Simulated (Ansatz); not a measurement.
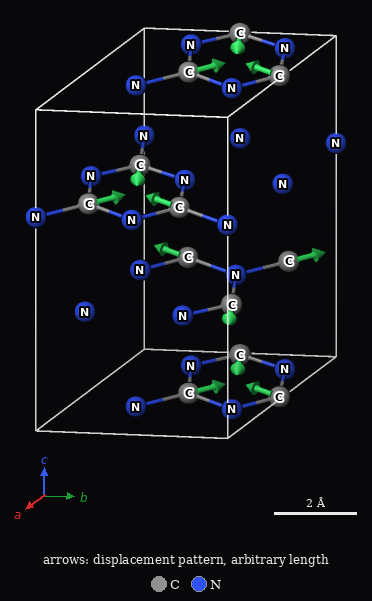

Lattice vibrations of solid C3N4, space group R3m (No. 160), at the zone centre. The optical levels lie at 233i (×2), 434, 471, 692 (×2), 709 (×2), 789, 1056, 1108 (×2), 1325 (×2), 1349, 1374, 1550 (×2) cm⁻¹. One mode is drawn. The green arrows give the relative displacements of the atoms. A ball-and-stick model of the conventional cell (3 times the calculation's cell), seen from a free direction. Lengths and directions refer to the drawn axes.

Level of theory: Ansatz, DFT LDA, scalar-relativistic, plane waves, PAW. Set-up: plane-wave cutoff 420 eV; k-point mesh 6 × 6 × 6; occupations fixed; no spin polarisation.

Frequencies are those without the non-analytic (LO–TO) term.

### To which level does it belong?

The level at 1374 cm⁻¹. This is the A₁ mode, optical level 11 of 12, counted from below (1 lower level is imaginary, so the structure is unstable), infrared- and Raman-active by symmetry. The N (3a) atoms stay at rest; the N (9b) atoms hardly move; atoms of one kind move against one another, with no net shift of their sublattice. Its infrared intensity is 0.0064 (D/Å)²/amu.
